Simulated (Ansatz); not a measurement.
**Ru: single-point calculation**

The run: single-point calculation of Ru (4 atoms in the cell). Method and program: DFT LDA, scalar-relativistic, plane waves, PAW, no spin polarisation (Ansatz 0.2.0).

The structure derives from a Materials Project entry. It belongs to a series of runs on one base structure; here: band edges of the strained film's bulk. Figures and captions count atoms from 1; the log counts them from 0 in places.

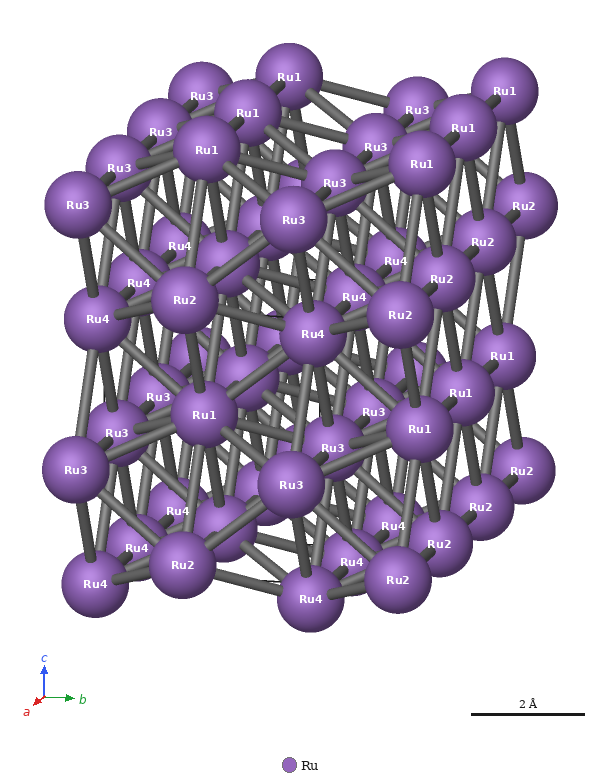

The input geometry (ball-and-stick view of the reduced cell, repeated 3 × 2 × 2, seen slightly off an axis; atoms are numbered from 1 in the order of the input).

**Input file**
```yaml
crystal:
  lattice:
    - [3.9621891213, 0.0, 0.0]
    - [0.0, 5.6033814753, 0.0011437542]
    - [0.0, 1.4013231305, 2.3385930335]
  atoms:
    - { symbol: Ru, position: [0.25, 0.1657551117, 0.3364385049] }
    - { symbol: Ru, position: [0.25, 0.6657551117, 0.3364385049] }
    - { symbol: Ru, position: [0.75, 0.3342448883, 0.6635614951] }
    - { symbol: Ru, position: [0.75, 0.8342448883, 0.6635614951] }
basis:
  ecutwfc: 420
kpoints:
  mp_grid: { grid: [9, 6, 15] }
hamiltonian:
  xc: lda
scf:
  occupations: { method: gaussian, width: 0.1 }
output:
  forces: true
  stress: true
  eigenvalues: true
  write_density: true
  write_potential: true
  elf: true
  volumetric_format: npy
```

Command:
```bash
ansatz run input.yaml --threads 4 --pin off --max-ram 8192MiB --backend cpu --events-out ev --progress --plain --runs-dir out
```

**Log**
```
Engine: ansatz 0.2.0, x86_64-unknown-linux-gnu
Pseudopotentials: kind: paw
Pseudopotential: Ru, paw, valence charge 16, recommended cutoff 420 eV (normal), Ru.paw.azcp
Functional definition: SPW92
  exchange = slater_x
  correlation = pw_c
Crystal: 4 atoms, lattice volume = 51.914 Å³
Basis set: ecut = 420 eV, 1009 PW (Γ)
Bands: 39, of which v1, the nominal top of the filled ones, is band 32 counted from 1 (31 counted from 0)
Symmetry: 8 space group operations
Space group: P21/m (ITA 11), of the structure as read, at distance tolerance 3.7e-5 Å
k-points: 230 of 810
Non-local potential: Ru, projectors of the file, l = 0: 3, l = 1: 2, l = 2: 2, l = 3: 1
PAW form: soft (Blöchl's): semilocal exchange-correlation on the pseudo side does not see the compensation charge
PAW frozen core: Ru, regenerated for the run's functional, and the local potential with it (the file was generated under x = pbe(κ = 0.804, μ = 0.2195149727645171), c = pbe(β = 0.06672455060314922))
PAW one-centre angular grid: Ru, 590 points (default); XC on 64 Gauss nodes
Initial density: superposition of atomic densities (neutral atoms: chi_scale 0, normalization atom), corrected by the library's trained network
Initial wavefunctions: pseudopotential atomic-orbital guess
Functional: x = slater, c = lda
SCF iter   1: F=—  HF=-23032.709726 eV  |F-HF|=—  |Δ(HF+E_count)|=         —  Δρ=1.21e-2  dr2=3.43e-2  ethr=1.77e-3  ⟨swp⟩=5.4  Hψ=32596  notcnv=0
preconditioner: auto → Kerker (q_TF=auto, 2.825 Å⁻¹)  [metal: Δε(μ)=0.004 eV  Ē_g=5.661 eV  σ=0.100 eV  W_gap=0.02  n_scr=20 (ndim 8)  ℏωp=29.2 eV  f_vac=0.000  D(μ)=2.64/eV (n_scr^D=20)]
SCF iter   2: F=—  HF=-23032.704530 eV  |F-HF|=—  |Δ(HF+E_count)|=   5.20e-3  Δρ=6.26e-3  dr2=7.88e-3  ethr=5.36e-5  ⟨swp⟩=2.4  Hψ=15945  notcnv=0
SCF iter   3: F=—  HF=-23032.703421 eV  |F-HF|=—  |Δ(HF+E_count)|=   1.11e-3  Δρ=8.37e-4  dr2=1.65e-4  ethr=1.23e-5  ⟨swp⟩=2.0  Hψ=12498  notcnv=0
SCF iter   4: F=—  HF=-23032.703415 eV  |F-HF|=—  |Δ(HF+E_count)|=   6.08e-6  Δρ=1.13e-4  dr2=5.38e-6  ethr=2.58e-7  ⟨swp⟩=2.0  Hψ=12873  notcnv=0
SCF iter   5: F=—  HF=-23032.703409 eV  |F-HF|=—  |Δ(HF+E_count)|=   5.13e-6  Δρ=3.46e-5  dr2=5.58e-7  ethr=8.41e-9  ⟨swp⟩=2.0  Hψ=15328  notcnv=0
SCF iter   6: F=-23032.703409 eV  HF=-23032.703409 eV  |F-HF|=6.40e-10  |Δ(HF+E_count)|=   1.86e-7  Δρ=5.62e-6  dr2=1.02e-8  ethr=1.56e-10  ⟨swp⟩=11.2  Hψ=60443  notcnv=0
SCF 1 converged in 6 iterations: F = -23032.703409 eV  dr2 = 1.02e-8
  greatest PAW one-centre occupation: 0.999 electrons in one spin orbital (limit 2), on the Ru atom at site 3 (counted from 0), in its partial waves of l = 0
SCF converged after 6 iterations
Free energy (F): -23032.703409 eV
Harris-Foulkes:  -23032.703409 eV  (|F-HF|=6.40e-10)
Internal energy: -23032.690471 eV  (E = F + TS)
E sigma→0 (E₀):  -23032.696940 eV
Entropy (-TS):   -0.012939 eV (-3.235 meV/atom)
Fermi energy:    24.567651 eV
--- Per-component energies (eV) ---
  E_band       = -153.227690
  E_kinetic    = 2067.316164
  E_local      = -4898.075121  (includes V_loc(G=0)·N_el)
  E_nonlocal   = 1394.890067
  E_hartree    = 1571.428649
  E_xc         = -761.747606
  E_vxc        = -960.337416  (∫ρ·V_xc dr)
  E_paw        = -13366.050210  (= ΣΔE_a)
  E_vpaw       = -899.878159  (= ΣTr[D̂ρ^β])
  E_aug_tail   = -0.000837  (compensation charges beyond the density's cutoff)
  E_ewald      = -9042.738317
  E_core_change = 2.286740  (= ΣΔE_core)
  E_smearing   = -0.012939  (= −TS)
  E_closure    = 0.000000  (closes the sum)
  Σ components = -23032.703409   (vs F -23032.703409, Δ=0.00e0)
--- Forces (eV/Å), atoms counted from 1 ---
  atom   1  Ru    -0.00000000    -0.00008028     0.00044652
  atom   2  Ru    -0.00000000    -0.00008028     0.00044652
  atom   3  Ru     0.00000000     0.00008028    -0.00044652
  atom   4  Ru     0.00000000     0.00008028    -0.00044652
  max |Σ_I F_I| component: 5.20e-18 eV/Å
--- Stress (GPa, compression-positive) ---
       36.314522       0.000000       0.000000
        0.000000     -12.294980      -0.001140
        0.000000      -0.001140       0.016402
  P = ⅓ Tr σ = 8.0120 GPa (80.120 kbar)
--- Band table (eV; the first three rows and the last of 230) ---
  k-point 0: bands = ["-48.5590", "-48.3607", "-48.2425", "-48.2123", "-19.3274", "-18.8621", "-18.7406", "-18.5683", "-18.4262", "-18.2471", "-18.2070", "-18.1965", "-17.9516", "-17.9278", "-17.8923", "-17.7481", "16.2522", "17.7845", "17.8930", "18.8705", "18.9486", "20.7581", "21.2696", "21.9703", "22.1852", "22.2451", "22.3535", "22.4250", "22.7787", "22.8895", "22.9648", "23.3688", "25.4001", "25.8026", "25.8561", "26.1416", "27.0765", "27.0943", "28.5106"]
  k-point 1: bands = ["-48.5514", "-48.3609", "-48.2423", "-48.2115", "-19.3085", "-18.8477", "-18.7417", "-18.5485", "-18.4418", "-18.2606", "-18.2262", "-18.2059", "-17.9722", "-17.9303", "-17.9241", "-17.7605", "16.4206", "17.8992", "18.0293", "18.8493", "19.0279", "20.8359", "21.4098", "21.6631", "21.9699", "22.0715", "22.3002", "22.4782", "22.7752", "22.8244", "23.1493", "23.3499", "24.9461", "25.5006", "25.8964", "26.0484", "27.0470", "28.1242", "28.2460"]
  k-point 2: bands = ["-48.5294", "-48.3615", "-48.2419", "-48.2096", "-19.2531", "-18.8077", "-18.7442", "-18.5126", "-18.4671", "-18.3113", "-18.2973", "-18.2032", "-18.0276", "-18.0128", "-17.9380", "-17.7972", "16.8987", "18.1994", "18.4212", "18.8036", "19.2256", "21.0328", "21.1135", "21.3000", "21.7804", "21.8216", "21.8571", "22.6450", "22.6539", "22.8426", "23.3069", "23.5724", "24.0074", "25.6738", "25.7325", "26.1263", "26.9784", "27.7015", "29.9822"]
  k-point 229: bands = ["-48.3123", "-48.2974", "-48.2882", "-48.2820", "-19.0363", "-19.0253", "-19.0001", "-18.9693", "-18.4961", "-18.4134", "-18.4017", "-18.3301", "-18.0376", "-18.0077", "-17.9663", "-17.9586", "18.9133", "18.9978", "19.0058", "19.1744", "20.3809", "20.5363", "20.7001", "21.0770", "21.3860", "21.4843", "21.9303", "22.0018", "22.6154", "22.9604", "23.1367", "23.3219", "25.8381", "26.0582", "26.2195", "26.4176", "28.6678", "29.5340", "30.2555"]
```

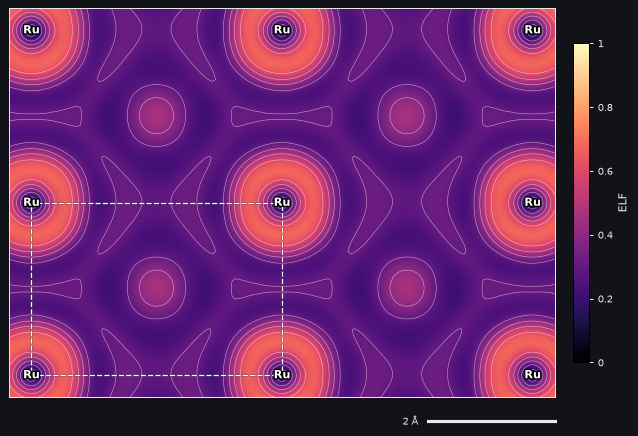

Electron localisation function on the (010) plane of the calculation cell. Ru–Ru (2.73 Å): the ELF is about 0.30 at the midpoint (no localised pair between them). The strong features right at Ru lie inside the PAW spheres (semicore, d or f shells) and say nothing about bonding. In a PAW calculation such maps are meaningful between the atoms, not at the nuclei.

**Summary**

```csv
quantity,value
outcome,converged
space group (tolerance 0.01 Å),Cmcm (63)
electrons treated,64
free energy,−23032.7034 eV
Fermi energy,24.568 eV
gap on the k-point mesh,none (metallic)
pressure,8.01 GPa
largest force (length of the vector),under 0.001 eV/Å
hardware,"4 threads of Intel Xeon (Granite Rapids), 192 GiB of memory available, shared host"
wall time,3.4 s (CPU time 13 s)
peak memory,0.62 GiB
```
